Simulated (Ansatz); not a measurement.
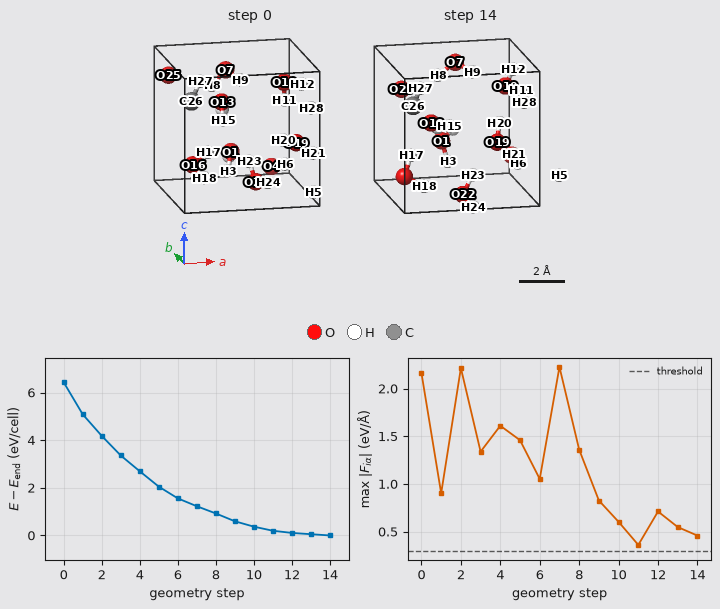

First and last geometry of a relaxation of an amorphous cell of composition H$_{18}$CO$_{9}$, with the history of the run. A ball-and-stick model of the cell of the calculation, seen slightly off an axis.

The cell holds 8 H2O + 1 H2CO. The run prepares the start of a later molecular dynamics calculation, from a guessed geometry.

Theory: DFT PBE-D3(BJ), scalar-relativistic, plane waves, PAW (Ansatz). Set-up: plane-wave cutoff 420 eV; k-point mesh 1 × 1 × 1; occupations fermi dirac; smearing width 0.05 eV; no spin polarisation; atoms relaxed in a fixed cell; force threshold 0.3 eV/Å; at most 15 steps.

> Read the history and describe the run.

The relaxation stopped without meeting its thresholds, so the last structure isn't shown to be converged. It used up its limit of 15 steps. The energy falls by 6.431 eV per cell of the calculation in 14 geometry steps. Largest force component: 2.2 eV/Å at the start, 0.46 eV/Å at the end. The largest move is that of an H atom, 1.64 Å along [1 −1 1]. Largest moves by element: H 1.64 Å, O 1.11 Å, C 0.41 Å. The cell doesn't change. Some distances before and after: H–O 0.969 → 0.997 Å, C–O 1.220 → 1.230 Å, H–O 0.969 → 0.974 Å. Among the angles between lasting bonds that change: H–O–H 104.0° → 99.1°, H–C–H 115.7° → 119.3°, H–O–H 104.0° → 107.3°.

| step | E − E(0), meV/atom | largest force component, eV/Å |
| --- | --- | --- |
| 0 | 0.00 | 2.1628 |
| 1 | -48.04 | 0.9030 |
| 2 | -80.34 | 2.2156 |
| 3 | -109.77 | 1.3390 |
| 4 | -133.42 | 1.6108 |
| 5 | -156.45 | 1.4594 |
| 6 | -174.06 | 1.0528 |
| 7 | -185.87 | 2.2274 |
| 8 | -196.68 | 1.3608 |
| 9 | -208.41 | 0.8271 |
| 10 | -216.49 | 0.6033 |
| 11 | -222.63 | 0.3614 |
| 12 | -225.87 | 0.7121 |
| 13 | -227.79 | 0.5486 |
| 14 | -229.67 | 0.4592 |

Limits of the set-up: the periodic images lie only 6.2 Å apart, so the values are limited by the cell's size.
